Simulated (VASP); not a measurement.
# Nb: surface energy and work function by face, part 4 of 6

Aim: compare the low-index faces of Nb at one level of theory.

VASP 6.6.1; PBE; plane waves and PAW (Nb_pv).

So far. Step 4 (Relaxing the slab, 7 atoms, face Nb(110)): The run ended after 8 ionic steps, 0.034 eV below its first step, once the forces on the free atoms met EDIFFG = -0.03. Step 5 (Potential and states of the slab, 7 atoms, face Nb(110)): The vacuum level lies 4.52 eV above the Fermi level at the upper face; both faces agree, as the slab has next to no dipole.

## Step 6: Relaxing the slab, 9 atoms, face Nb(100)

System of this step: Nb(100). The cell holds 9 atoms: 9 Nb. Its edges and angles: a = 3.321 Å, b = 3.321 Å, c = 28.283 Å, α = 90.0°, β = 90.0°, γ = 90.0°. It derives from Nb. 9 layers of bcc Nb, cut at this functional's lattice. Vacuum lies along c.

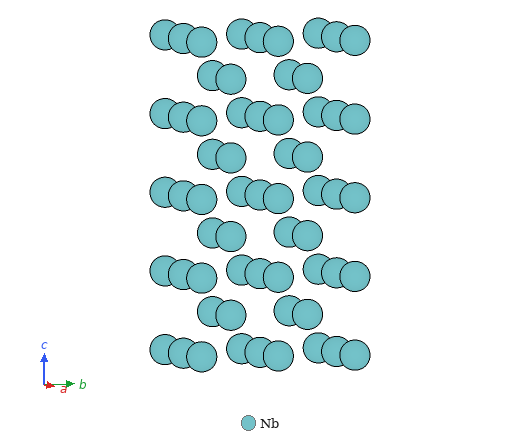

The cell of this step (niobium teal). 2×2×1 cells are drawn. Some periodic images of atoms are drawn too.

Contents of INCAR:

```
SYSTEM = Nb
PREC = Normal
ENCUT = 320
EDIFF = 1E-05
NELM = 120
ISMEAR = 1
SIGMA = 0.15
LREAL = .FALSE.
ALGO = Fast
GGA = PE
NBANDS = 61
LASPH = .TRUE.
LORBIT = 11
LWAVE = .FALSE.
LCHARG = .FALSE.
KPAR = 4
IBRION = 2
NSW = 40
ISIF = 2
EDIFFG = -0.03
POTIM = 0.4
MAXMIX = 40
```

Contents of POSCAR:

```
Nb
1.0
    3.3208006326      0.0000000000      0.0000000000
    0.0000000000      3.3208006326      0.0000000000
    0.0000000000      0.0000000000     28.2832025304
Nb
9
Direct
    0.0000000000      0.0000000000      0.2651750600
    0.5000000000      0.5000000000      0.3238813000
    0.0000000000      0.0000000000      0.3825875300
    0.5000000000      0.5000000000      0.4412937700
    0.0000000000      0.0000000000      0.5000000000
    0.5000000000      0.5000000000      0.5587062300
    0.0000000000      0.0000000000      0.6174124700
    0.5000000000      0.5000000000      0.6761187000
    0.0000000000      0.0000000000      0.7348249400
```

Contents of KPOINTS:

```
Automatic mesh
0
Gamma
9 9 1
0 0 0
```

The projector-augmented-wave data sets are Nb_pv (PBE family, release 64).

The run is started by

```console
$ mpirun -np 4 vasp_std
```

The log of the run:

```text
[banner, memory and clock lines left out]
running    4 mpi-ranks, on    1 nodes
 distrk:  each k-point on    1 cores,    4 groups
 distr:  one band on    1 cores,    1 groups

 POSCAR found type information on POSCAR Nb
 POSCAR found :  1 types and       9 ions
 LDA part: xc-table for (Slater+PW92), standard interpolation
 POSCAR, INCAR and KPOINTS ok, starting setup
 FFT: planning ... GRIDC
 FFT: planning ... GRID_SOFT
 FFT: planning ... GRID
 WAVECAR not read
 entering main loop
       N       E                     dE             d eps       ncg     rms          rms(c)
DAV:   1     0.998864297438E+03    0.99886E+03   -0.41923E+04  2326   0.113E+03
DAV:   2    -0.130691067602E+02   -0.10119E+04   -0.98796E+03  1896   0.639E+02
DAV:   3    -0.911723056113E+02   -0.78103E+02   -0.72698E+02  2948   0.136E+02
DAV:   4    -0.975012514929E+02   -0.63289E+01   -0.60441E+01  2764   0.400E+01
DAV:   5    -0.979053105007E+02   -0.40406E+00   -0.39376E+00  3164   0.840E+00    0.498E+01
RMM:   6    -0.146593628219E+03   -0.48688E+02   -0.20102E+02  2446   0.498E+01    0.312E+01
RMM:   7    -0.133523581730E+03    0.13070E+02   -0.10683E+02  2351   0.560E+01    0.248E+01
RMM:   8    -0.931395067888E+02    0.40384E+02   -0.15661E+01  2115   0.270E+01    0.135E+01
RMM:   9    -0.876238412898E+02    0.55157E+01   -0.89596E+00  2197   0.146E+01    0.968E+00
RMM:  10    -0.890888557326E+02   -0.14650E+01   -0.44026E+00  2240   0.996E+00    0.792E+00
RMM:  11    -0.878786758864E+02    0.12102E+01   -0.12677E+00  2419   0.458E+00    0.512E+00
RMM:  12    -0.875806062790E+02    0.29807E+00   -0.10354E+00  2486   0.279E+00    0.352E+00
RMM:  13    -0.873636708570E+02    0.21694E+00   -0.61947E-01  2571   0.238E+00    0.145E+00
RMM:  14    -0.874304742421E+02   -0.66803E-01   -0.36442E-01  2545   0.192E+00    0.176E+00
RMM:  15    -0.873885054519E+02    0.41969E-01   -0.16864E-01  2608   0.106E+00    0.107E+00
RMM:  16    -0.873768476304E+02    0.11658E-01   -0.14838E-01  2628   0.721E-01    0.599E-01
RMM:  17    -0.873752832436E+02    0.15644E-02   -0.62044E-02  2654   0.508E-01    0.283E-01
RMM:  18    -0.873785191177E+02   -0.32359E-02   -0.66248E-02  2639   0.419E-01    0.858E-02
RMM:  19    -0.873813824051E+02   -0.28633E-02   -0.26767E-02  2671   0.282E-01    0.103E-01
RMM:  20    -0.873835628440E+02   -0.21804E-02   -0.21528E-02  2240   0.183E-01    0.108E-01
RMM:  21    -0.873848106702E+02   -0.12478E-02   -0.12327E-02  2135   0.121E-01    0.110E-01
RMM:  22    -0.873860073306E+02   -0.11967E-02   -0.11766E-02  2052   0.958E-02    0.124E-01
RMM:  23    -0.873866138285E+02   -0.60650E-03   -0.76015E-03  2080   0.111E-01    0.109E-01
RMM:  24    -0.873874492809E+02   -0.83545E-03   -0.78796E-03  2038   0.811E-02    0.113E-01
RMM:  25    -0.873880402714E+02   -0.59099E-03   -0.53732E-03  1874   0.620E-02    0.120E-01
RMM:  26    -0.873887444859E+02   -0.70421E-03   -0.56623E-03  1914   0.581E-02    0.141E-01
RMM:  27    -0.873893155023E+02   -0.57102E-03   -0.41929E-03  1979   0.484E-02    0.164E-01
RMM:  28    -0.873897470689E+02   -0.43157E-03   -0.41412E-03  1613   0.393E-02    0.170E-01
RMM:  29    -0.873904537882E+02   -0.70672E-03   -0.34404E-03  2047   0.521E-02    0.213E-01
RMM:  30    -0.873909394064E+02   -0.48562E-03   -0.32926E-03  1809   0.373E-02    0.233E-01
[...]
RMM:  46    -0.873927216792E+02   -0.11596E-03   -0.35400E-04  1091   0.155E-02    0.246E-01
RMM:  47    -0.873927251649E+02   -0.34857E-05   -0.28842E-04   805   0.918E-03    0.250E-01
RMM:  48    -0.873927404930E+02   -0.15328E-04   -0.26240E-04   777   0.111E-02    0.245E-01
RMM:  49    -0.873926332707E+02    0.10722E-03   -0.21461E-04  1174   0.143E-02    0.248E-01
RMM:  50    -0.873925064412E+02    0.12683E-03   -0.20402E-04  1298   0.139E-02    0.229E-01
RMM:  51    -0.873925858594E+02   -0.79418E-04   -0.15802E-04  1138   0.167E-02    0.235E-01
RMM:  52    -0.873925590409E+02    0.26818E-04   -0.13781E-04   818   0.725E-03    0.233E-01
RMM:  53    -0.873925600333E+02   -0.99235E-06   -0.11611E-04   765   0.947E-03    0.232E-01
RMM:  54    -0.873925033376E+02    0.56696E-04   -0.10216E-04  1031   0.819E-03    0.230E-01
RMM:  55    -0.873925276486E+02   -0.24311E-04   -0.87163E-05   766   0.110E-02    0.228E-01
RMM:  56    -0.873925099058E+02    0.17743E-04   -0.74021E-05   926   0.687E-03    0.233E-01
RMM:  57    -0.873925171049E+02   -0.71990E-05   -0.64585E-05   746   0.909E-03
   1 F= -.87392517E+02 E0= -.87395322E+02  d E =-.873925E+02
 curvature:   0.00 expect dE= 0.000E+00 dE for cont linesearch  0.000E+00
 trial: gam= 0.00000 g(F)=  0.164E+00 g(S)=  0.000E+00 ort = 0.000E+00 (trialstep = 0.100E+01)
 search vector abs. value=  0.164E+00
 bond charge predicted
       N       E                     dE             d eps       ncg     rms          rms(c)
DAV:   1    -0.871945116919E+02    0.19800E+00   -0.23746E+01  2446   0.406E+01    0.207E+00
RMM:   2    -0.875133217037E+02   -0.31881E+00   -0.32459E+00  2556   0.102E+01    0.320E+00
RMM:   3    -0.878307583595E+02   -0.31744E+00   -0.12621E+00  2681   0.569E+00    0.976E+00
RMM:   4    -0.887943464479E+02   -0.96359E+00   -0.23734E+00  2436   0.444E+00    0.146E+01
RMM:   5    -0.878587763159E+02    0.93557E+00   -0.12796E+00  2443   0.548E+00    0.828E+00
RMM:   6    -0.877894185028E+02    0.69358E-01   -0.27583E-01  2430   0.186E+00    0.765E+00
RMM:   7    -0.878165362814E+02   -0.27118E-01   -0.91173E-02  2720   0.809E-01    0.665E+00
RMM:   8    -0.877672808624E+02    0.49255E-01   -0.27930E-02  2377   0.711E-01    0.493E+00
RMM:   9    -0.876681026836E+02    0.99178E-01   -0.90029E-02  2458   0.817E-01    0.272E+00
RMM:  10    -0.876114390818E+02    0.56664E-01   -0.63572E-02  2459   0.739E-01    0.190E+00
RMM:  11    -0.875789401543E+02    0.32499E-01   -0.43022E-02  2529   0.521E-01    0.132E+00
RMM:  12    -0.875474365506E+02    0.31504E-01   -0.38202E-02  2617   0.394E-01    0.918E-01
RMM:  13    -0.875299581276E+02    0.17478E-01   -0.55089E-02  2611   0.521E-01    0.973E-01
RMM:  14    -0.875351386733E+02   -0.51805E-02   -0.34976E-02  2514   0.354E-01    0.148E+00
RMM:  15    -0.875777840349E+02   -0.42645E-01   -0.10602E-01  2733   0.998E-01    0.101E+00
RMM:  16    -0.875548657219E+02    0.22918E-01   -0.12498E-02  2530   0.417E-01    0.148E+00
RMM:  17    -0.875405805914E+02    0.14285E-01   -0.92704E-03  2493   0.270E-01    0.208E+00
RMM:  18    -0.875465172552E+02   -0.59367E-02   -0.41246E-03  2503   0.170E-01    0.178E+00
RMM:  19    -0.875482083165E+02   -0.16911E-02   -0.24402E-03  2356   0.109E-01    0.152E+00
RMM:  20    -0.875319699353E+02    0.16238E-01   -0.28117E-02  2871   0.410E-01    0.259E+00
RMM:  21    -0.875325438314E+02   -0.57390E-03   -0.65890E-03  2376   0.123E-01    0.263E+00
RMM:  22    -0.875324254166E+02    0.11841E-03   -0.12067E-03  2085   0.906E-02    0.259E+00
RMM:  23    -0.875337687068E+02   -0.13433E-02   -0.18322E-03  2513   0.132E-01    0.231E+00
RMM:  24    -0.875331679781E+02    0.60073E-03   -0.43471E-04  2121   0.614E-02    0.220E+00
RMM:  25    -0.875325629460E+02    0.60503E-03   -0.70822E-04  2218   0.723E-02    0.198E+00
RMM:  26    -0.875327376829E+02   -0.17474E-03   -0.16126E-04  1710   0.372E-02    0.184E+00
RMM:  27    -0.875327963251E+02   -0.58642E-04   -0.10732E-04  1513   0.322E-02    0.177E+00
RMM:  28    -0.875326466412E+02    0.14968E-03   -0.78367E-05  1463   0.258E-02    0.174E+00
RMM:  29    -0.875324634998E+02    0.18314E-03   -0.27810E-04  1896   0.420E-02    0.163E+00
RMM:  30    -0.875325188831E+02   -0.55383E-04   -0.37846E-04  2566   0.976E-02    0.855E-01
[...]
RMM:  36    -0.875324776611E+02    0.56160E-03   -0.32192E-04  2153   0.791E-02    0.484E-01
RMM:  37    -0.875324508803E+02    0.26781E-04   -0.16452E-04  2028   0.626E-02    0.527E-01
RMM:  38    -0.875324482923E+02    0.25880E-05   -0.13754E-04  1936   0.337E-02    0.553E-01
RMM:  39    -0.875324644714E+02   -0.16179E-04   -0.29100E-05  1354   0.206E-02    0.560E-01
RMM:  40    -0.875330777325E+02   -0.61326E-03   -0.21653E-03  2693   0.208E-01    0.298E-01
RMM:  41    -0.875325950043E+02    0.48273E-03   -0.46161E-04  2512   0.121E-01    0.165E-01
RMM:  42    -0.875324089750E+02    0.18603E-03   -0.39482E-04  2328   0.777E-02    0.124E-01
RMM:  43    -0.875324902431E+02   -0.81268E-04   -0.33809E-04  2325   0.744E-02    0.105E-01
RMM:  44    -0.875324433310E+02    0.46912E-04   -0.61043E-05  1674   0.316E-02    0.929E-02
RMM:  45    -0.875324318500E+02    0.11481E-04   -0.26686E-05  1309   0.230E-02    0.851E-02
RMM:  46    -0.875324099641E+02    0.21886E-04   -0.21479E-05  1238   0.202E-02    0.654E-02
RMM:  47    -0.875324057655E+02    0.41985E-05   -0.10465E-05  1121   0.198E-02
   2 F= -.87532406E+02 E0= -.87534170E+02  d E =-.139889E+00
[... from here on, the cycles between the ionic steps are left out ...]
   3 F= -.87630049E+02 E0= -.87633874E+02  d E =-.237531E+00
   4 F= -.87635331E+02 E0= -.87638810E+02  d E =-.242814E+00
   5 F= -.87635615E+02 E0= -.87639164E+02  d E =-.243098E+00
   6 F= -.87646366E+02 E0= -.87650051E+02  d E =-.107514E-01
   7 F= -.87648658E+02 E0= -.87652393E+02  d E =-.130433E-01
   8 F= -.87648694E+02 E0= -.87652434E+02  d E =-.130794E-01
   9 F= -.87649655E+02 E0= -.87653293E+02  d E =-.961127E-03
  10 F= -.87650316E+02 E0= -.87653764E+02  d E =-.162216E-02
  11 F= -.87650866E+02 E0= -.87654309E+02  d E =-.549129E-03
  12 F= -.87652247E+02 E0= -.87655667E+02  d E =-.193034E-02
  13 F= -.87653873E+02 E0= -.87657248E+02  d E =-.355684E-02
  14 F= -.87653488E+02 E0= -.87656882E+02  d E =-.317173E-02
  15 F= -.87653747E+02 E0= -.87657131E+02  d E =-.343040E-02
  16 F= -.87653651E+02 E0= -.87657059E+02  d E =-.333478E-02
 curvature:  -2.74 expect dE=-0.658E-03 dE for cont linesearch -0.704E-07
 trial: gam=-0.12356 g(F)=  0.240E-03 g(S)=  0.000E+00 ort =-0.758E-05 (trialstep = 0.163E+01)
 search vector abs. value=  0.276E-03
 bond charge predicted
       N       E                     dE             d eps       ncg     rms          rms(c)
DAV:   1    -0.876525305080E+02    0.11243E-02   -0.10946E-01  2278   0.270E+00    0.271E-01
RMM:   2    -0.876547056594E+02   -0.21752E-02   -0.15414E-02  2485   0.703E-01    0.553E-01
RMM:   3    -0.876541171866E+02    0.58847E-03   -0.30072E-03  2405   0.406E-01    0.368E-01
RMM:   4    -0.876536636109E+02    0.45358E-03   -0.81277E-04  2189   0.189E-01    0.228E-01
RMM:   5    -0.876536952066E+02   -0.31596E-04   -0.39701E-04  2432   0.818E-02    0.170E-01
RMM:   6    -0.876536985547E+02   -0.33481E-05   -0.12140E-04  1780   0.539E-02    0.162E-01
RMM:   7    -0.876536826264E+02    0.15928E-04   -0.53587E-05  1468   0.329E-02    0.168E-01
RMM:   8    -0.876536824203E+02    0.20605E-06   -0.15130E-05  1202   0.260E-02
  17 F= -.87653682E+02 E0= -.87657190E+02  d E =-.312467E-04
 trial-energy change:   -0.000031  1 .order   -0.000214   -0.000394   -0.000035
 step:   1.7937(harm=  1.7937)  dis= 0.00344  next Energy=   -87.653867 (dE=-0.216E-03)
 reached required accuracy - stopping structural energy minimisation
```

The job ended after 9.8 min (4 MPI ranks of Intel Xeon Platinum 8488C (Sapphire Rapids), shared host; peak memory 0.99 GiB).

OUTCAR, selected parts (step 6):

```text
   k-points           NKPTS =     15   k-points in BZ     NKDIM =     15   number of bands    NBANDS=     61

   ENCUT  =  320.0 eV  23.52 Ry    4.85 a.u.   4.84  4.84 41.25*2*pi/ulx,y,z

   NELECT =      99.0000    total number of electrons

 E-fermi :   1.0690

 k-point     1 :       0.0000    0.0000    0.0000
  band No.  band energies     occupation
    ...
     38      -1.5447      2.00000
     39      -1.3005      2.00000
     40      -1.0721      2.00000
     41      -0.1119      2.00000
     42       1.0260      1.46445
     43       1.1780      0.06229
     44       1.1855      0.03254
     45       1.2210     -0.05289
     46       1.2723     -0.06656
     47       1.2723     -0.06656
    ...

  Total       -2.2816536     -2.2816536     -0.8099949      0.0000000      0.0000000      0.0000000
  in kB      -11.7204991    -11.7204991     -4.1608178      0.0000000      0.0000000      0.0000000
  external PRESSURE =      -9.2006054 kB  Pullay stress =       0.0000000 kB

 POSITION                                       TOTAL-FORCE (eV/Angst)
 -----------------------------------------------------------------------------------
      0.00000      0.00000      7.65569        -0.000000     -0.000000     -0.006543
      1.66040      1.66040      9.12283         0.000000      0.000000     -0.006844
      3.32080      0.00000     10.76925        -0.000000      0.000000     -0.003464
      1.66040      1.66040     12.50601        -0.000000     -0.000000      0.000328
      0.00000      0.00000     14.14160         0.000000     -0.000000      0.000000
      1.66040      1.66040     15.77719         0.000000     -0.000000     -0.000328
      0.00000      0.00000     17.51396         0.000000      0.000000      0.003464
      1.66040      1.66040     19.16037        -0.000000      0.000000      0.006844
      0.00000      0.00000     20.62751         0.000000     -0.000000      0.006543
 -----------------------------------------------------------------------------------
    total drift:                               -0.000000     -0.000000     -0.000000

  FREE ENERGIE OF THE ION-ELECTRON SYSTEM (eV)
  ---------------------------------------------------
  free  energy   TOTEN  =       -87.6536824203 eV

  energy  without entropy=      -87.6642056335  energy(sigma->0) =      -87.65719016

[... 1 part as in an earlier step ...]

[... 15 further parts left out ...]
```

CONTCAR:

```
Nb
   1.00000000000000
     3.3208006326000001    0.0000000000000000    0.0000000000000000
     0.0000000000000000    3.3208006326000001    0.0000000000000000
     0.0000000000000000    0.0000000000000000   28.2832025304000005
  Nb
     9
Direct
     0.0000000000000000    0.0000000000000000    0.2706799104352577
     0.5000000000000000    0.5000000000000000    0.3225530496812162
     1.0000000000000000    0.0000000000000000    0.3807647505408772
     0.5000000000000000    0.5000000000000000    0.4421708884875434
     0.0000000000000000    0.0000000000000000    0.5000000000000000
     0.5000000000000000    0.5000000000000000    0.5578291115124566
     0.0000000000000000    0.0000000000000000    0.6192352494591229
     0.5000000000000000    0.5000000000000000    0.6774469503187839
     0.0000000000000000    0.0000000000000000    0.7293200895647424
```

The run keeps the 16 symmetry operations of its start, so it cannot find a distortion of lower symmetry.

The steps of the relaxation:

```
step  energy less that of the first step (eV)  largest force (eV/Å)
   1                                   0.0000                1.0449
   2                                  -0.1399                0.7870
   3                                  -0.2375                0.3986
   4                                  -0.2428                0.2071
   5                                  -0.2431                0.2245
   6                                  -0.2538                0.1248
   7                                  -0.2561                0.0623
   8                                  -0.2562                0.0746
   9                                  -0.2571                0.0447
  10                                  -0.2578                0.0773
  11                                  -0.2583                0.0734
  12                                  -0.2597                0.0572
  13                                  -0.2614                0.0474
  14                                  -0.2610                0.0393
  15                                  -0.2612                0.0433
  16                                  -0.2611                0.0406
  17                                  -0.2612                0.0068
```

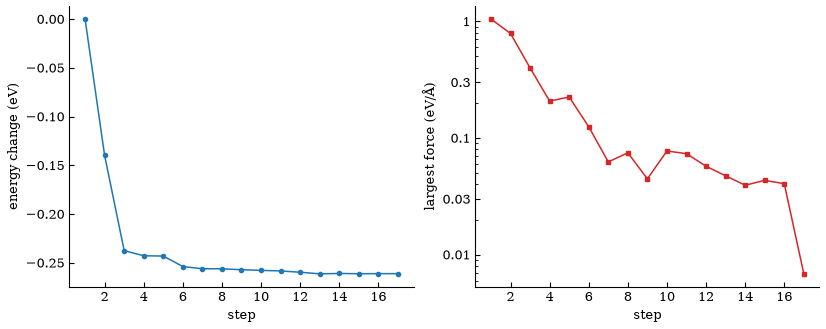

Energy and largest force along the relaxation.

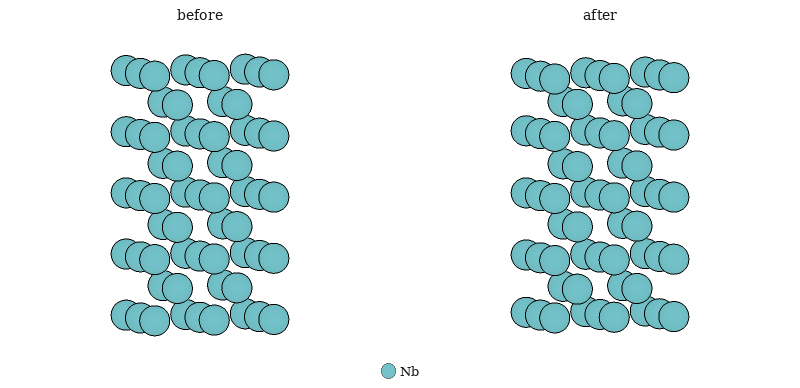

Before and after, at one scale.

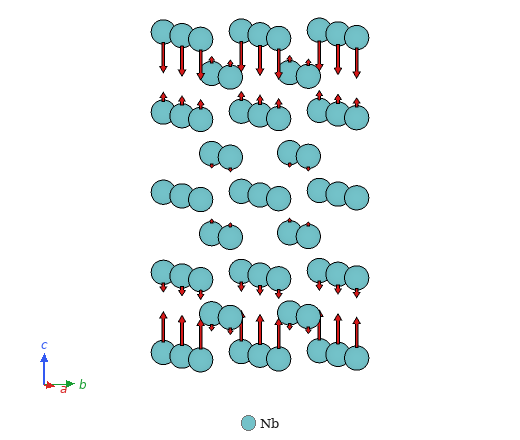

Displacements in the relaxation, exaggerated; the longest in the cell stands for 0.16 Å. 2×2×1 cells are drawn. Some periodic images of atoms are drawn too.

The atoms that moved most (Å):

```
atom     dx     dy      dz  length
 Nb1  0.000  0.000   0.156   0.156
 Nb9  0.000  0.000  -0.156   0.156
 Nb7  0.000  0.000   0.052   0.052
 Nb3  0.000  0.000  -0.052   0.052
 Nb8  0.000  0.000   0.038   0.038
 Nb2  0.000  0.000  -0.038   0.038
 Nb4  0.000  0.000   0.025   0.025
 Nb6  0.000  0.000  -0.025   0.025
```

Final coordinates:

```xyz
9
Lattice="3.3208 0.0000 0.0000 0.0000 3.3208 0.0000 0.0000 0.0000 28.2832" Properties=species:S:1:pos:R:3
Nb    0.0000    0.0000    7.6557
Nb    1.6604    1.6604    9.1228
Nb    0.0000    0.0000   10.7692
Nb    1.6604    1.6604   12.5060
Nb    0.0000    0.0000   14.1416
Nb    1.6604    1.6604   15.7772
Nb    0.0000    0.0000   17.5140
Nb    1.6604    1.6604   19.1604
Nb    0.0000    0.0000   20.6275
```

This step gave:

```yaml
electronic_cycles: 234
electrons: 99
free_energy_toten: -87.6537 eV
energy_at_zero_smearing: -87.6572 eV
fermi_energy: 1.069 eV
```

The run ended after 17 ionic steps, 0.261 eV below its first step, once the forces on the free atoms met EDIFFG = -0.03.

(Continued in part 5 of 6.)

[Lines on the potential files, build, host, timing and source positions are cut from VASP's logs without a mark.]

[Logs are printed without paths, hosts, clocks, repeated set-up lines and the standing remarks that a program may print on its own settings, such as how far it seeks lower states.]

[Hosts, paths, dates, database ids (printed as entryN), source tags and the programs' standing remarks are cut or masked in the printed files.]

[Runs that stopped without an error message from VASP are left out.]
